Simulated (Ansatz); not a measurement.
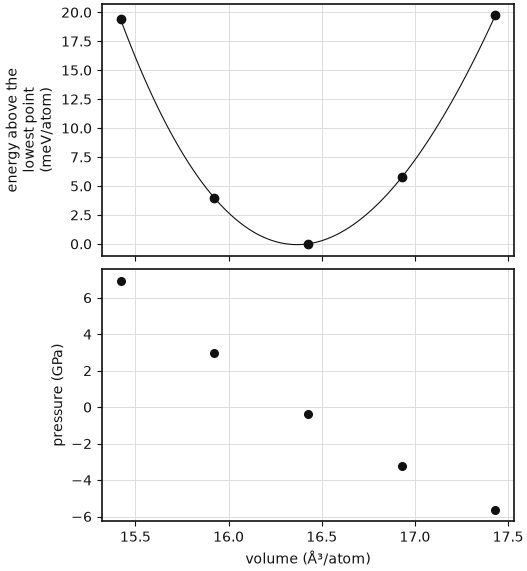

**Figure.** Energy above the lowest point and pressure against volume for SnO, space group Fm-3m (No. 225) (one of a set of cubic test structures, which need not be the stable phase).

A third-order Birch–Murnaghan fit gives V0 = 16.37 Å³/atom, B0 = 102 GPa and B′ = 4.3. The energy above the lowest point is 19.4 meV/atom at volume 15.42 Å³/atom and 19.7 meV/atom at 17.43 Å³/atom; the lowest computed point is at volume 16.43 Å³/atom (0.0 meV/atom), and no other minimum shows. The pressure falls from 6.9 GPa at volume 15.42 Å³/atom to −5.6 GPa at 17.43 Å³/atom, and changes sign near 16.37 Å³/atom.

Calculation (Ansatz 0.2.0 development build): equation of state of a cubic crystal from periodic Kohn-Sham density functional theory without spin, third-order Birch-Murnaghan fit to the free energies; pressure corrected for the finite basis. Level: r2SCAN.

structure type rock salt; atoms in cell 2; space group number 225; lattice centring face-centred primitive; k mesh 12×12×12; occupation method Fermi–Dirac; occupation width 0.1 eV; wave cutoff 700 eV; datasets hard PAW; density tolerance 1e−09 eV; bands 18; density cutoff ratio 4; search for lower states default; xc grid level 2.

Limits of the calculation: cubic model structure, not the ambient form; pseudopotentials made with PBE, not this functional.

Input of one of the runs behind the figure:
```
crystal:
  lattice:
    - [0.0, 2.54199750747, 2.54199750747]
    - [2.54199750747, 0.0, 2.54199750747]
    - [2.54199750747, 2.54199750747, 0.0]
  atoms:
    - { symbol: Sn, position: [0, 0, 0] }
    - { symbol: O, position: [0.5, 0.5, 0.5] }
kpoints:
  mp_grid: { grid: [12, 12, 12] }
hamiltonian:
  xc: r2scan
  pseudopotentials:
    kind: paw
    azcp:
      O: "pseudopotentials/pbe/paw/ansatz_paw_generated_hard_1/O.paw.azcp"
      Sn: "pseudopotentials/pbe/paw/ansatz_paw_generated_hard_1/Sn.paw.azcp"
scf:
  occupations: { method: fermi_dirac, width: 0.1 }
  convergence: { dr2_threshold: "1e-9 eV" }
  max_iter: 300
output:
  forces: true
  stress: true
basis:
  xc_grid: 2
```

Run as:
```bash
ansatz run input.yaml --threads 1
```
